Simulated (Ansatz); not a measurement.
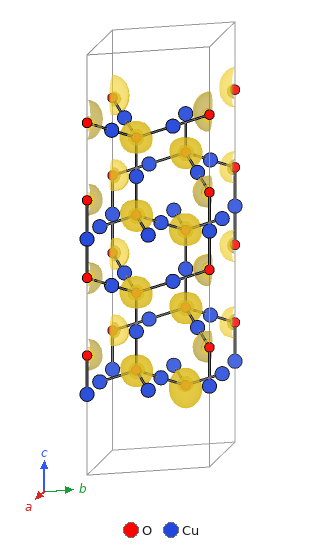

*Cu₂O (slab). Isosurface of the electron localisation function at 0.7 (yellow), seen slightly off an axis. Core shells and regions of very low density are left out. Sticks mark near contacts.*

Not relaxed (largest force 0.7 eV/Å); computed without spin polarisation.

Computed with DFT PBEsol, scalar-relativistic, plane waves, PAW (Ansatz).

In a PAW calculation such maps are meaningful between the atoms, not at the nuclei.

What do the ELF domains correspond to?

The ELF exceeds this value in twelve regions wrapped around O (the valence shell of each), counted in one cell of 36 atoms. Counts are for one cell; the picture repeats the cell along the surface. Profiles from the grid: Cu–O (1.83 Å): the ELF peaks at about 0.85 in the valence shell of O, 0.6 Å from its nucleus, and is about 0.25 at the midpoint: no localised pair shows between them.

Does the calculation make it a metal, or give it a gap?

It is gapped, with a Kohn–Sham gap of 0.43 eV on the k-point mesh, an upper bound to the gap of this method.
